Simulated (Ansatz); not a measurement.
**Ta₁₆H₃N: geometry relaxation (part 5 of 5)**

Ta₁₆H₃N (slab, 20 atoms in the cell); DFT PBE+D3(BJ), scalar-relativistic, plane waves, PAW, no spin polarisation (Ansatz 0.2.0); cutoff 420 eV, 3×3×1 k-mesh, Gaussian smearing of 0.1 eV. The structure derives from an entry of the Crystallography Open Database. The input holds or restrains some coordinates. Forces given for the steps count only the free coordinates. It belongs to a series of runs on one base structure; here: 1 NH3 a cell, tilted, over a top Ta site.

Geometry of the input (Å; fractional positions):
```
5.9137  0.0000  0.0000
0.0000  5.9137  0.0000
0.0000  0.0000  25.3551
Ta 0.2500  0.2500  0.3155
Ta 0.2500  0.7500  0.3155
Ta 0.7500  0.2500  0.3155
Ta 0.7500  0.7500  0.3155
Ta 0.5000  0.5000  0.3980
Ta 0.5000  0.0000  0.3980
Ta 0.0000  0.5000  0.3980
Ta 0.0000  0.0000  0.3980
Ta 0.7500  0.7500  0.4860
Ta 0.7500  0.2500  0.4860
Ta 0.2500  0.7500  0.4860
Ta 0.2500  0.2500  0.4860
Ta 0.0000  0.0000  0.5659
Ta 0.0000  0.5000  0.5659
Ta 0.5000  0.0000  0.5659
Ta 0.5000  0.5000  0.5659
N  0.0372  0.0649  0.7054
H  0.0000  0.0000  0.6681
H  -0.0668  0.2057  0.7108
H  0.2031  0.1249  0.7038
```

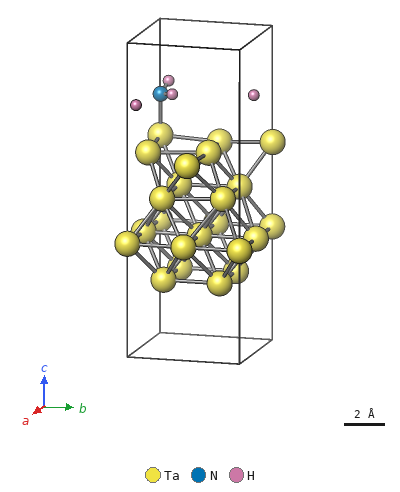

Fig. 1: The geometry at step 29 of the log (ball-and-stick view of the cell of the calculation, with the vacuum cut short, seen slightly off an axis).

**Trajectory as extended XYZ, continued**
```
20
Lattice="5.9137 0.0000 0.0000 0.0000 5.9137 0.0000 0.0000 0.0000 25.3551" Properties=species:S:1:pos:R:3:forces:R:3 step=24 energy=-159343.31507
Ta    1.4784    1.4784    8.0000    0.1472  -0.0508   0.3430
Ta    1.4784    4.4353    8.0000   -0.1281  -0.0118   0.3874
Ta    4.4353    1.4784    8.0000    0.2019   0.0074   0.3483
Ta    4.4353    4.4353    8.0000   -0.1991  -0.0486   0.3150
Ta    2.9568    2.9568   10.0908    0.0788  -0.0816  -0.4556
Ta    2.9568    0.0000   10.0908   -0.1995   0.0848  -0.4980
Ta    0.0000    2.9568   10.0908    0.1182   0.0716  -0.2036
Ta    0.0000    0.0000   10.0908   -0.0179   0.0206  -0.2231
Ta    4.1541    4.4810   12.2863   -0.0174   0.0057  -0.0209
Ta    4.7634    1.5212   12.3132   -0.0039   0.0047   0.0031
Ta    1.1864    4.5102   12.3323    0.0094  -0.0116  -0.0109
Ta    1.7642    1.5051   12.3228   -0.0001   0.0028  -0.0015
Ta    0.2942    0.3101   14.5309    0.0031  -0.0074   0.0400
Ta   -0.2719    3.3055   14.3037    0.0061  -0.0127  -0.0048
Ta    3.2975    0.1437   14.2850    0.0003   0.0027   0.0016
Ta    2.7009    3.0658   14.3184   -0.0009   0.0260   0.0020
N     0.5615    0.4699   16.8056   -0.0930  -0.0524   0.0947
H     0.8184   -0.4396   17.2066   -0.0260   0.0755  -0.0453
H    -0.3087    0.8032   17.2400    0.1156  -0.0423  -0.0678
H     1.3116    1.1443   16.9910    0.0050   0.0175  -0.0035
20
Lattice="5.9137 0.0000 0.0000 0.0000 5.9137 0.0000 0.0000 0.0000 25.3551" Properties=species:S:1:pos:R:3:forces:R:3 step=25 energy=-159343.31581
Ta    1.4784    1.4784    8.0000    0.1558  -0.0558   0.3512
Ta    1.4784    4.4353    8.0000   -0.1201  -0.0127   0.3811
Ta    4.4353    1.4784    8.0000    0.1971  -0.0001   0.3323
Ta    4.4353    4.4353    8.0000   -0.2025  -0.0503   0.3123
Ta    2.9568    2.9568   10.0908    0.0557  -0.0935  -0.4464
Ta    2.9568    0.0000   10.0908   -0.2234   0.1153  -0.4960
Ta    0.0000    2.9568   10.0908    0.1433   0.0535  -0.2096
Ta    0.0000    0.0000   10.0908   -0.0254   0.0363  -0.2515
Ta    4.1468    4.4876   12.2820    0.0280   0.0068   0.0154
Ta    4.7657    1.5204   12.3063    0.0200  -0.0182   0.0035
Ta    1.1865    4.5129   12.3248   -0.0296   0.0706   0.0470
Ta    1.7694    1.5117   12.3317    0.0026  -0.0633  -0.0292
Ta    0.3045    0.2890   14.5429    0.0124  -0.0338   0.0011
Ta   -0.2610    3.2816   14.2895    0.0031  -0.0176   0.0368
Ta    3.3209    0.1656   14.2875   -0.0103   0.0334  -0.0011
Ta    2.7055    3.0947   14.3181   -0.0082   0.0292  -0.0057
N     0.6218    0.4243   16.8100   -0.1238  -0.0962   0.1566
H     0.9303   -0.4823   17.1870   -0.0593   0.1515  -0.0764
H    -0.2534    0.7101   17.2736    0.2006  -0.0603  -0.1170
H     1.3467    1.1281   16.9905   -0.0171   0.0062  -0.0032
20
Lattice="5.9137 0.0000 0.0000 0.0000 5.9137 0.0000 0.0000 0.0000 25.3551" Properties=species:S:1:pos:R:3:forces:R:3 step=26 energy=-159343.31531 accepted=F
Ta    1.4784    1.4784    8.0000    0.1650  -0.0584   0.3523
Ta    1.4784    4.4353    8.0000   -0.1110  -0.0180   0.3445
Ta    4.4353    1.4784    8.0000    0.1726  -0.0266   0.2891
Ta    4.4353    4.4353    8.0000   -0.2145  -0.0443   0.3315
Ta    2.9568    2.9568   10.0908    0.0284  -0.0292  -0.2976
Ta    2.9568    0.0000   10.0908   -0.1805   0.0771  -0.4629
Ta    0.0000    2.9568   10.0908    0.2302   0.0950  -0.1560
Ta    0.0000    0.0000   10.0908   -0.0672   0.0205  -0.3276
Ta    4.1446    4.5068   12.2935   -0.0907  -0.0895  -0.0722
Ta    4.7892    1.5118   12.3003   -0.1313   0.0558   0.0627
Ta    1.1627    4.5475   12.3430    0.1111  -0.2525  -0.1684
Ta    1.7877    1.5016   12.3327    0.0262   0.1922   0.1163
Ta    0.3274    0.2326   14.5569   -0.0181   0.0357   0.1215
Ta   -0.2507    3.2257   14.2978    0.0184  -0.0920  -0.1133
Ta    3.3574    0.2292   14.2990    0.0303   0.0537  -0.0200
Ta    2.6975    3.1602   14.3050    0.0156   0.0910   0.0330
N     0.7176    0.3470   16.8080   -0.0949  -0.2036   0.3371
H     1.1105   -0.5480   17.1513   -0.1658   0.3653  -0.1420
H    -0.1669    0.5524   17.3088    0.4054  -0.0757  -0.2259
H     1.3950    1.1034   16.9816   -0.1292  -0.0968  -0.0012
20
Lattice="5.9137 0.0000 0.0000 0.0000 5.9137 0.0000 0.0000 0.0000 25.3551" Properties=species:S:1:pos:R:3:forces:R:3 step=27 energy=-159343.32554
Ta    1.4784    1.4784    8.0000    0.1605  -0.0606   0.3590
Ta    1.4784    4.4353    8.0000   -0.1067  -0.0140   0.3551
Ta    4.4353    1.4784    8.0000    0.1794  -0.0202   0.3034
Ta    4.4353    4.4353    8.0000   -0.2082  -0.0476   0.3206
Ta    2.9568    2.9568   10.0908    0.0397  -0.0595  -0.3613
Ta    2.9568    0.0000   10.0908   -0.1999   0.0981  -0.4431
Ta    0.0000    2.9568   10.0908    0.1961   0.0530  -0.1985
Ta    0.0000    0.0000   10.0908   -0.0544   0.0370  -0.3005
Ta    4.1467    4.4984   12.2905   -0.0546  -0.0314  -0.0379
Ta    4.7752    1.5139   12.3008   -0.0222   0.0003   0.0198
Ta    1.1760    4.5283   12.3289    0.0331  -0.0302  -0.0305
Ta    1.7811    1.5141   12.3399   -0.0056   0.0024  -0.0018
Ta    0.3208    0.2410   14.5486   -0.0204   0.0093   0.0658
Ta   -0.2491    3.2330   14.2873    0.0180  -0.0627  -0.0280
Ta    3.3439    0.2176   14.2936    0.0305   0.0566  -0.0114
Ta    2.7022    3.1534   14.3164   -0.0022   0.0892   0.0103
N     0.6731    0.3818   16.8041   -0.0294  -0.1078   0.1492
H     1.0177   -0.5158   17.1713   -0.0585   0.1464  -0.0686
H    -0.2067    0.6325   17.2767    0.1634  -0.0327  -0.0955
H     1.3746    1.1117   16.9805   -0.0584  -0.0257  -0.0063
20
Lattice="5.9137 0.0000 0.0000 0.0000 5.9137 0.0000 0.0000 0.0000 25.3551" Properties=species:S:1:pos:R:3:forces:R:3 step=28 energy=-159343.34523
Ta    1.4784    1.4784    8.0000    0.1666  -0.0683   0.3622
Ta    1.4784    4.4353    8.0000   -0.1019  -0.0174   0.3350
Ta    4.4353    1.4784    8.0000    0.1675  -0.0326   0.2914
Ta    4.4353    4.4353    8.0000   -0.2061  -0.0438   0.3249
Ta    2.9568    2.9568   10.0908   -0.0109  -0.0360  -0.3185
Ta    2.9568    0.0000   10.0908   -0.2077   0.1244  -0.4020
Ta    0.0000    2.9568   10.0908    0.2521   0.0547  -0.2356
Ta    0.0000    0.0000   10.0908   -0.0628   0.0496  -0.3913
Ta    4.1330    4.5047   12.2906    0.0225  -0.0384   0.0033
Ta    4.7765    1.5071   12.2871   -0.0437  -0.0117   0.0533
Ta    1.1698    4.5382   12.3218    0.0338  -0.0082  -0.0004
Ta    1.7874    1.5261   12.3539   -0.0227  -0.0299   0.0053
Ta    0.3328    0.1991   14.5637    0.0172  -0.0024  -0.0710
Ta   -0.2363    3.1799   14.2672   -0.0026  -0.1247   0.0426
Ta    3.3738    0.2789   14.2956   -0.0063   0.0699   0.0127
Ta    2.6973    3.2280   14.3214   -0.0090   0.1395  -0.0030
N     0.7258    0.3374   16.8067    0.0114  -0.1180   0.1865
H     1.1083   -0.5511   17.1630   -0.0836   0.2024  -0.0905
H    -0.1588    0.5521   17.2901    0.2002  -0.0239  -0.0991
H     1.4026    1.0938   16.9785   -0.1147  -0.0849  -0.0063
20
Lattice="5.9137 0.0000 0.0000 0.0000 5.9137 0.0000 0.0000 0.0000 25.3551" Properties=species:S:1:pos:R:3:forces:R:3 step=29 energy=-159343.36683
Ta    1.4784    1.4784    8.0000    0.1668  -0.0783   0.3512
Ta    1.4784    4.4353    8.0000   -0.1205  -0.0142   0.3285
Ta    4.4353    1.4784    8.0000    0.1538  -0.0273   0.2955
Ta    4.4353    4.4353    8.0000   -0.1907  -0.0432   0.3323
Ta    2.9568    2.9568   10.0908   -0.0581   0.0490  -0.2349
Ta    2.9568    0.0000   10.0908   -0.1642   0.1605  -0.2991
Ta    0.0000    2.9568   10.0908    0.2963   0.0588  -0.2889
Ta    0.0000    0.0000   10.0908   -0.0641   0.0525  -0.4740
Ta    4.1398    4.5173   12.3085    0.0136  -0.1128  -0.0308
Ta    4.7662    1.4994   12.2751    0.0079   0.0403   0.0569
Ta    1.1655    4.5366   12.3157    0.1795  -0.0873  -0.0231
Ta    1.7913    1.5394   12.3795   -0.0883  -0.0555  -0.0686
Ta    0.3569    0.1258   14.5528   -0.0450   0.0159  -0.0629
Ta   -0.2182    3.0826   14.2669   -0.0789  -0.0233   0.0418
Ta    3.4067    0.3690   14.3146   -0.0246   0.0253   0.0354
Ta    2.6907    3.3439   14.3311    0.0272   0.0591   0.0155
N     0.8004    0.2661   16.7873    0.0218  -0.1728   0.3395
H     1.2400   -0.6085   17.1280   -0.1811   0.3912  -0.1527
H    -0.0901    0.4274   17.2897    0.3642  -0.0216  -0.1633
H     1.4403    1.0609   16.9534   -0.2159  -0.2165   0.0001
20
Lattice="5.9137 0.0000 0.0000 0.0000 5.9137 0.0000 0.0000 0.0000 25.3551" Properties=species:S:1:pos:R:3:forces:R:3 step=30 energy=-159343.35850 accepted=F
Ta    1.4784    1.4784    8.0000    0.1222  -0.0557   0.3961
Ta    1.4784    4.4353    8.0000   -0.1059  -0.0117   0.3477
Ta    4.4353    1.4784    8.0000    0.1283   0.0023   0.3362
Ta    4.4353    4.4353    8.0000   -0.1293  -0.0169   0.3732
Ta    2.9568    2.9568   10.0908   -0.0794   0.0076  -0.3085
Ta    2.9568    0.0000   10.0908   -0.0201   0.1304  -0.2555
Ta    0.0000    2.9568   10.0908    0.1914  -0.0079  -0.4866
Ta    0.0000    0.0000   10.0908   -0.0536  -0.0206  -0.4270
Ta    4.1899    4.4854   12.3230   -0.0261   0.1391   0.0054
Ta    4.7177    1.4961   12.2892    0.0357  -0.0633  -0.1793
Ta    1.2264    4.4717   12.2977   -0.0887   0.0488   0.1199
Ta    1.7339    1.5151   12.3695    0.1421   0.0462  -0.0453
Ta    0.3159    0.0642   14.4740   -0.0347  -0.2090   0.1767
Ta   -0.2182    2.9887   14.2999   -0.1542   0.1823  -0.1671
Ta    3.3573    0.4074   14.3159    0.1146   0.0734  -0.0282
Ta    2.6939    3.4088   14.3323   -0.0044  -0.2099   0.0781
N     0.7726    0.2214   16.7186    0.0523  -0.0631   0.1806
H     1.2605   -0.6242   17.0475   -0.0962   0.1907  -0.0671
H    -0.1137    0.3318   17.2287    0.1528   0.0133  -0.0531
H     1.3666    1.0485   16.8878   -0.1475  -0.1767   0.0027
20
Lattice="5.9137 0.0000 0.0000 0.0000 5.9137 0.0000 0.0000 0.0000 25.3551" Properties=species:S:1:pos:R:3:forces:R:3 step=31 energy=-159343.38527
Ta    1.4784    1.4784    8.0000    0.1429  -0.0722   0.3702
Ta    1.4784    4.4353    8.0000   -0.1170  -0.0106   0.3410
Ta    4.4353    1.4784    8.0000    0.1494  -0.0080   0.3072
Ta    4.4353    4.4353    8.0000   -0.1654  -0.0278   0.3555
Ta    2.9568    2.9568   10.0908   -0.0875   0.0200  -0.2849
Ta    2.9568    0.0000   10.0908   -0.0904   0.1034  -0.2931
Ta    0.0000    2.9568   10.0908    0.2398   0.0411  -0.3876
Ta    0.0000    0.0000   10.0908   -0.0215  -0.0382  -0.4558
Ta    4.1554    4.4968   12.3173    0.0270   0.0042  -0.0174
Ta    4.7426    1.4902   12.2735    0.0078   0.0350   0.0450
Ta    1.1998    4.4949   12.3164   -0.0717  -0.0006  -0.0022
Ta    1.7595    1.5171   12.3674    0.0313   0.0046   0.0590
Ta    0.3287    0.0872   14.5282   -0.0149  -0.0432   0.0028
Ta   -0.2513    3.0482   14.2767    0.0035  -0.0405  -0.0136
Ta    3.3814    0.3835   14.3150   -0.0174   0.0210  -0.0304
Ta    2.6792    3.3504   14.3400    0.0070   0.0349   0.0017
N     0.7695    0.2373   16.7720    0.0243  -0.0500   0.0695
H     1.2253   -0.6205   17.1054   -0.0385   0.0904  -0.0412
H    -0.1120    0.3804   17.2782    0.0673   0.0102  -0.0305
H     1.3891    1.0410   16.9410   -0.0760  -0.0735   0.0050
20
Lattice="5.9137 0.0000 0.0000 0.0000 5.9137 0.0000 0.0000 0.0000 25.3551" Properties=species:S:1:pos:R:3:forces:R:3 step=32 energy=-159343.38775
Ta    1.4784    1.4784    8.0000    0.1326  -0.0661   0.3692
Ta    1.4784    4.4353    8.0000   -0.1147  -0.0110   0.3541
Ta    4.4353    1.4784    8.0000    0.1457   0.0032   0.3094
Ta    4.4353    4.4353    8.0000   -0.1503  -0.0203   0.3643
Ta    2.9568    2.9568   10.0908   -0.1191   0.0393  -0.2646
Ta    2.9568    0.0000   10.0908   -0.0715   0.1196  -0.2394
Ta    0.0000    2.9568   10.0908    0.2256   0.0313  -0.4295
Ta    0.0000    0.0000   10.0908   -0.0198  -0.0544  -0.4400
Ta    4.1632    4.4935   12.3257   -0.0311   0.0175  -0.0179
Ta    4.7313    1.4884   12.2744    0.0346  -0.0075  -0.0253
Ta    1.1969    4.4763   12.3177    0.0252   0.0178  -0.0255
Ta    1.7477    1.5142   12.3800    0.0090   0.0036  -0.0075
Ta    0.3100    0.0370   14.5220   -0.0033   0.0201   0.0055
Ta   -0.2631    3.0009   14.2871   -0.0010   0.0375   0.0023
Ta    3.3717    0.4163   14.3188   -0.0085  -0.0217   0.0324
Ta    2.6708    3.3940   14.3488   -0.0243  -0.0828   0.0060
N     0.7430    0.1870   16.7717    0.0154  -0.0044  -0.0084
H     1.2080   -0.6642   17.0998    0.0111  -0.0015  -0.0003
H    -0.1372    0.3185   17.2778   -0.0225   0.0129   0.0135
H     1.3513    0.9961   16.9468   -0.0333  -0.0330   0.0016
20
Lattice="5.9137 0.0000 0.0000 0.0000 5.9137 0.0000 0.0000 0.0000 25.3551" Properties=species:S:1:pos:R:3:forces:R:3 step=33 energy=-159343.39039
Ta    1.4784    1.4784    8.0000    0.1385  -0.0701   0.3675
Ta    1.4784    4.4353    8.0000   -0.1139  -0.0130   0.3469
Ta    4.4353    1.4784    8.0000    0.1507  -0.0005   0.3097
Ta    4.4353    4.4353    8.0000   -0.1571  -0.0197   0.3621
Ta    2.9568    2.9568   10.0908   -0.1058   0.0161  -0.2642
Ta    2.9568    0.0000   10.0908   -0.0858   0.1189  -0.2531
Ta    0.0000    2.9568   10.0908    0.2267   0.0196  -0.4129
Ta    0.0000    0.0000   10.0908   -0.0304  -0.0354  -0.4352
Ta    4.1563    4.4943   12.3212   -0.0298   0.0025  -0.0097
Ta    4.7374    1.4895   12.2794    0.0024  -0.0013  -0.0267
Ta    1.1911    4.4811   12.3165    0.0172   0.0227   0.0084
Ta    1.7527    1.5144   12.3790    0.0154  -0.0169  -0.0333
Ta    0.3065    0.0535   14.5240    0.0053  -0.0090   0.0289
Ta   -0.2634    3.0219   14.2867   -0.0041  -0.0117  -0.0089
Ta    3.3662    0.3964   14.3179   -0.0209   0.0155   0.0106
Ta    2.6689    3.3692   14.3445    0.0030  -0.0023   0.0128
N     0.7163    0.1821   16.7780    0.0101   0.0187  -0.0278
H     1.1887   -0.6659   17.1013    0.0232  -0.0365   0.0071
H    -0.1684    0.2992   17.2791   -0.0377   0.0055   0.0124
H     1.3133    0.9955   16.9653   -0.0069  -0.0029   0.0054
```

**Summary**

- outcome: converged under the restraints of the input
- electrons treated: 216
- free energy: −159343.3904 eV
- work function, top face: 2.62 eV
- work function, bottom face: 4.55 eV
- Fermi energy: 4.195 eV
- gap on the k-point mesh: none (metallic)
- final volume: 886.71 Å³
- work function (upper face): 2.62 eV
- largest force (length of the vector) at the end, held atoms and coordinates included: 0.471 eV/Å
- hardware: 4 threads of Intel Xeon (Granite Rapids), 32 GiB of memory available, shared host
- wall time: 5.5 min (CPU time 21 min)
- peak memory: 2.4 GiB

**Remarks**

Spin–orbit coupling is left out, which matters for Ta.
